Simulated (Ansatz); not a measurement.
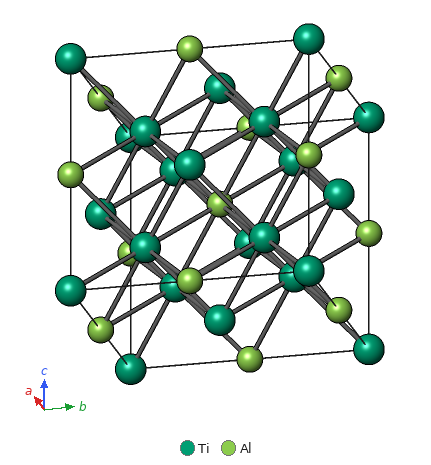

Drawn in the ball-and-stick manner and seen from a general direction. Thin lines show the conventional unit cell, with boundary atoms drawn in all their periodic places. Cell: a = 6.461 Å, b = 6.461 Å, c = 6.461 Å, α = 90.00°, β = 90.00°, γ = 90.00°.

What structure is drawn here?

It has the composition Ti3Al. It belongs to space group Fm-3m (No. 225) and has a face-centred cubic lattice. The prototype is D0₃ (BiF₃ or Fe₃Al type). It has 16 atoms to the cell (12 Ti, 4 Al). Al is coordinated by eight Ti in a cubic arrangement at about 2.8 Å. Ti takes two kinds of site: 8c with four Ti and four Al in a cubic arrangement (about 2.8 Å to Ti, 2.8 Å to Al); 4a with eight Ti in a cubic arrangement at about 2.8 Å. Not all metal-metal contacts are counted. The bonds build a three-dimensional framework.

Origin of the cell: a structure listed in the Materials Project. What is shown is the relaxed result from Ansatz 0.2.0, DFT PBE, scalar-relativistic, plane waves, PAW.
